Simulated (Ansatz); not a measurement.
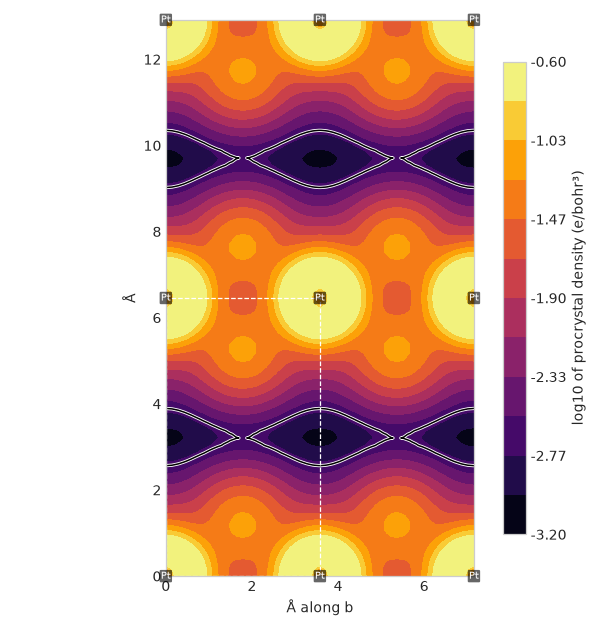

Procrystal electron density of PtS2 (P-3m1), computed on the section x = 0.000 (parallel to b and c; the dashed line is one cell). It is the sum of the densities of spherically averaged neutral Hartree-Fock atoms, not a self-consistent density. The black line is the 0.002 e/bohr³ contour that bounds the voids. From Rb on the atoms have core potentials, so only their outer electrons count.

The cell is taken from the geometry relaxed with Ansatz 0.2.0, DFT PBE, scalar-relativistic, plane waves, PAW.

```
Pt S
1.0
     3.57706    0.00000    0.00000
    -1.78853    3.09783    0.00000
     0.00000    0.00000    6.45840
Pt S
1 2
Direct
  0.00000 0.00000 0.00000
  0.66667 0.33333 0.80990
  0.33333 0.66667 0.19010
```

> What share of the cell is void by this measure?

The voids take about 9.3 % of the cell (6.6 Å³ of 71.6 Å³) and are bounded by about 26 Å² of surface per cell.

> Are the voids connected in the whole crystal?

Where they connect, they form a two-dimensional network in layers parallel to (001).

> How low does the density fall, and where?

To about 0.00092 e/bohr³ near 0.00, 0.00, 0.50 (fractional), 2.9 Å from the nearest nucleus.

> At what density do the voids first join through the crystal?

At about 0.0016 e/bohr³, as a two-dimensional network in layers parallel to (001).
